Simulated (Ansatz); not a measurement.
# Sc in Cu(111), 2x2: scattering by a point defect, part 3 of 3

Wanted: the reflection from a plane of defects, Sc in Cu(111), 2x2, and the resistivity it implies.

Ansatz 0.2.0; Ansatz plane-wave DFT, PBE, PAW files; ballistic transport by layer matching (Landauer), zero bias; PAW set soft_1 (the session's first sound run).

So far, resistivity per at.% scaled from this dense plane, with the factor 3/4 for isotropic scattering (µΩ cm): step 3 (resistance at ideal sites) 6.62.

## (5) Transmission after relaxation, relaxed yes

The transmission is solved again on the relaxed atoms.

This step: Ansatz plane-wave DFT, PBE, PAW files; ballistic transport by layer matching (Landauer), zero bias; PAW set soft_1 (Ansatz 0.2.0).

The input, input.yaml:

```yaml
crystal:
  lattice:
    - [5.1123254594, 0.0, 0.0]
    - [-2.5561627297, 4.4274037203, 0.0]
    - [-1.2780813649, 0.73790062, 22.9580794202]
  atoms:
    - { symbol: Cu, position: [0.0075757576, 0.9924242424, 0.0454545455] }
    - { symbol: Cu, position: [0.0075757576, 0.4924242424, 0.0454545455] }
    - { symbol: Cu, position: [0.5075757576, 0.9924242424, 0.0454545455] }
    - { symbol: Cu, position: [0.5075757576, 0.4924242424, 0.0454545455] }
    - { symbol: Cu, position: [0.1893939394, 0.3106060606, 0.1363636364] }
    - { symbol: Cu, position: [0.1893939394, 0.8106060606, 0.1363636364] }
    - { symbol: Cu, position: [0.6893939394, 0.3106060606, 0.1363636364] }
    - { symbol: Cu, position: [0.6893939394, 0.8106060606, 0.1363636364] }
    - { symbol: Cu, position: [0.3712121212, 0.1287878788, 0.2272727273] }
    - { symbol: Cu, position: [0.3712121212, 0.6287878788, 0.2272727273] }
    - { symbol: Cu, position: [0.8712121212, 0.1287878788, 0.2272727273] }
    - { symbol: Cu, position: [0.8712121212, 0.6287878788, 0.2272727273] }
    - { symbol: Cu, position: [0.0515293633, 0.9463279705, 0.3171882045] }
    - { symbol: Cu, position: [0.0526495888, 0.4473504112, 0.3149624461] }
    - { symbol: Cu, position: [0.5536346854, 0.9463653146, 0.3171680078] }
    - { symbol: Cu, position: [0.5536720295, 0.4484706367, 0.3171882045] }
    - { symbol: Cu, position: [0.2316561334, 0.2683438666, 0.4054046602] }
    - { symbol: Cu, position: [0.2315329115, 0.7594920689, 0.4053364221] }
    - { symbol: Cu, position: [0.7405079311, 0.2684670885, 0.4053364221] }
    - { symbol: Cu, position: [0.7351421306, 0.7648578694, 0.4094921344] }
    - { symbol: Sc, position: [0.4166666667, 0.0833333333, 0.5] }
    - { symbol: Cu, position: [0.4166666667, 0.5833333333, 0.5] }
    - { symbol: Cu, position: [0.9166666667, 0.0833333333, 0.5] }
    - { symbol: Cu, position: [0.9166666667, 0.5833333333, 0.5] }
    - { symbol: Cu, position: [0.0928254022, 0.8981995782, 0.5946635779] }
    - { symbol: Cu, position: [0.0981912027, 0.4018087973, 0.5905078656] }
    - { symbol: Cu, position: [0.6016772, 0.8983228, 0.5945953398] }
    - { symbol: Cu, position: [0.6018004218, 0.4071745978, 0.5946635779] }
    - { symbol: Cu, position: [0.279698648, 0.220301352, 0.6828319922] }
    - { symbol: Cu, position: [0.2796613038, 0.71819603, 0.6828117955] }
    - { symbol: Cu, position: [0.78180397, 0.2203386962, 0.6828117955] }
    - { symbol: Cu, position: [0.7806837446, 0.7193162554, 0.6850375539] }
    - { symbol: Cu, position: [0.4621212121, 0.0378787879, 0.7727272727] }
    - { symbol: Cu, position: [0.4621212121, 0.5378787879, 0.7727272727] }
    - { symbol: Cu, position: [0.9621212121, 0.0378787879, 0.7727272727] }
    - { symbol: Cu, position: [0.9621212121, 0.5378787879, 0.7727272727] }
    - { symbol: Cu, position: [0.1439393939, 0.8560606061, 0.8636363636] }
    - { symbol: Cu, position: [0.1439393939, 0.3560606061, 0.8636363636] }
    - { symbol: Cu, position: [0.6439393939, 0.8560606061, 0.8636363636] }
    - { symbol: Cu, position: [0.6439393939, 0.3560606061, 0.8636363636] }
    - { symbol: Cu, position: [0.3257575758, 0.1742424242, 0.9545454545] }
    - { symbol: Cu, position: [0.3257575758, 0.6742424242, 0.9545454545] }
    - { symbol: Cu, position: [0.8257575758, 0.1742424242, 0.9545454545] }
    - { symbol: Cu, position: [0.8257575758, 0.6742424242, 0.9545454545] }
kpoints:
  mp_grid: { grid: [5, 5, 1] }
hamiltonian:
  xc: pbe
  pseudopotentials: { kind: paw, azcp: { folder: soft_1 } }
scf:
  occupations: { method: fermi_dirac, width: 0.1 }
output:
  transmission:
    leads: [[0, 4]]
    kmesh: [10, 10]
    e_range: [-0.05, 0.05]
    de: 0.05
  write_potential: true
  write_density: true
  volumetric_format: npy
```

The run is started by

```sh
$ ansatz run input.yaml --threads 4 --pin off --max-ram 15360MiB --backend cpu --events-out ev --progress --plain --runs-dir out
```

Numbers of over 12 decimals in the logs are rounded to 6 here.

Output:

```text
[...]
Crystal: 44 atoms, lattice volume = 519.641 Å³
Basis set: ecut = 420 eV, 10219 PW (Γ)
Bands: 497, of which v1, the nominal top of the filled ones, is band 414 counted from 1 (413 counted from 0)
Symmetry: 4 space group operations
[...]
k-points: 9 of 25
[...]
SCF iter   1: F=—  HF=-287091.930671 eV  |F-HF|=—  |Δ(HF+E_count)|=         —  Δρ=3.79e-1  dr2=2.80e3  ethr=3.10e-3  ⟨swp⟩=4.8  Hψ=13191  notcnv=0  defer=19
[...]
SCF iter  18: F=-287018.605557 eV  HF=-287018.605557 eV  |F-HF|=1.20e-8  |Δ(HF+E_count)|=   7.16e-9  Δρ=1.33e-6  dr2=9.31e-9  ethr=1.21e-11  ⟨swp⟩=7.3  Hψ=15515  notcnv=0
SCF 1 converged in 18 iterations: F = -287018.605557 eV  dr2 = 9.31e-9
[...]
transmission: 112 of 1085 steps passed
transmission: 220 of 1085 steps passed
[...]
transmission: 1085 of 1085 steps passed
SCF converged after 18 iterations
Free energy (F): -287018.605557 eV
[...]
Internal energy: -287018.096474 eV  (E = F + TS)
E sigma→0 (E₀):  -287018.351015 eV
Entropy (-TS):   -0.509083 eV (-11.570 meV/atom)
Fermi energy:    16.495670 eV
[...]
--- Band table (eV; the first three rows and the last of 9) ---
  k-point 0: bands = [... 410 lower, 16.3978, 16.6998, 16.7301, 16.7574, 17.0155, 17.0583, 17.1317, 17.2792, ... 79 higher]
  k-point 1: bands = [... 410 lower, 16.2193, 16.2342, 16.2962, 16.3838, 16.4129, 16.5268, 16.5881, 16.7235, ... 79 higher]
  k-point 2: bands = [... 410 lower, 16.2390, 16.2562, 16.3443, 16.3627, 16.5179, 16.5900, 16.7413, 16.8594, ... 79 higher]
  k-point 8: bands = [... 410 lower, 16.2250, 16.2999, 16.3024, 16.3122, 16.4565, 16.4801, 16.6695, 16.6898, ... 79 higher]
--- Transmission ---
  basis      : 199 plane waves across, 35 finite elements along
  points     : 31, standing for a mesh of 10 x 10
[...]
channels       : 3.210000e0 a spin
[...]
junction   : crystal 0 to crystal 0, 0.70 to 21.57 Å
    transmission   : 2.289351e0 a spin
[...]
```

Wall time 2.6 min (4 threads of Intel Xeon Platinum 8488C (Sapphire Rapids), shared host); peak memory 5.2 GiB; 9.9 min of CPU time.

This step gave:

```yaml
energy_at_zero_smearing: -287018.3510 eV
transmission_per_spin_nearest_the_fermi_level: 2.289
open_channels_per_spin_nearest_the_fermi_level: 3.21
step_of_the_lead_s_potential: 6.3 meV
```

Per spin. Table of transmission, zone mean by energy, zero at the Fermi level:

```
energy (eV)  transmission, zone mean
    -0.0500                     2.32
     0.0000                     2.29
     0.0500                     2.25
```

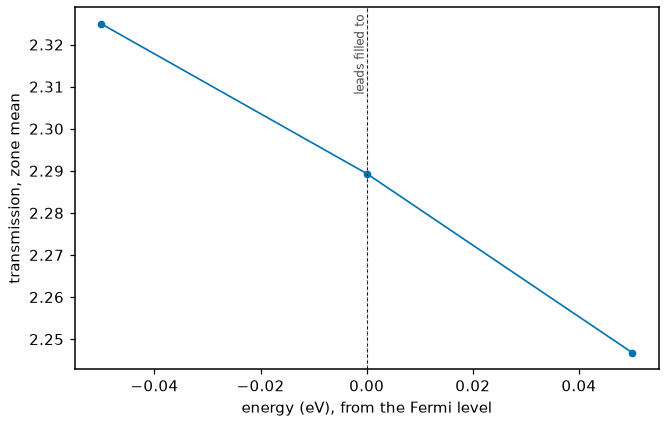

Transmission, zone mean, plotted against energy.

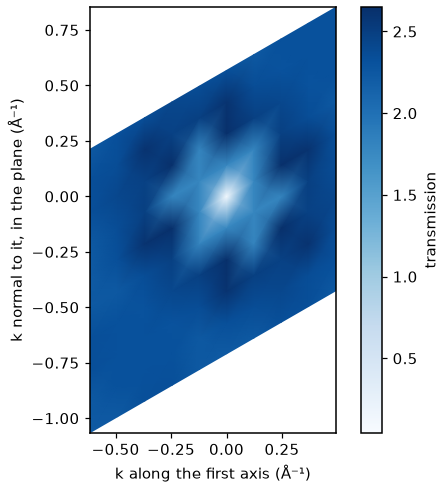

Transmission over k1 and k2. At 0.0000 eV from the Fermi level.

Over the solved energies the transmission per spin lies between 2.25 and 2.32, out of 3.21 channels of the lead on average (up to 3.21).

## (6) Resistance after relaxation

This step: Ansatz plane-wave DFT, PBE, PAW files; ballistic transport by layer matching (Landauer), zero bias; area resistance of the defect plane and resistivity an atomic per cent; PAW set soft_1 (Ansatz 0.2.0).

This step gave:

```
area resistance                                                                                 : 0.3673 fΩ m²
T over the leads' mean channel count                                                            : 0.7125
resistivity per at.% scaled from this dense plane, with the factor 3/4 for isotropic scattering : 5.279 µΩ cm
```

Averaged over the energies near the Fermi level, 71.2 % of the channels pass, which makes 0.367 fΩ m², against 0.461 on ideal sites.

## (7) Outcome

| Item | Value |
| --- | --- |
| share of channels that pass, rigid | 0.669 |
| area resistance, rigid | 0.461 fΩ m² |
| resistivity per at.% from the area resistance, times 3/4, rigid | 6.62 µΩ cm |
| share of channels that pass, relaxed | 0.712 |
| area resistance, relaxed | 0.367 fΩ m² |
| resistivity per at.% from the area resistance, times 3/4, relaxed | 5.28 µΩ cm |

**Reading.** The plane of defects adds 0.37 fΩ m². Scaled to one atomic per cent that is 7.0 µΩ cm as it stands and 5.3 with the factor 3/4 for isotropic scattering on a spherical Fermi surface; with the reflection in place of the resistance taken as linear in the density it would be 3.8. These are rough estimates of the dilute value, not bounds. One Sc in each 2x2 cell reflects 29 % of the lead's channels. The relaxed cell differs by -20 % in resistance; between the two runs the lead's own channel count goes from 3.14 to 3.21, so sampling may have a part in it. The defects form a dense periodic sheet that scatters coherently, unlike a dilute random alloy. T and N are means over the solved energies nearest the Fermi level.

[Logs are printed without paths, hosts, clocks, repeated set-up lines and the standing remarks that a program may print on its own settings, such as how far it seeks lower states.]

[Hosts, paths, dates, database ids (printed as entryN), source tags and the programs' standing remarks are cut or masked in the printed files.]
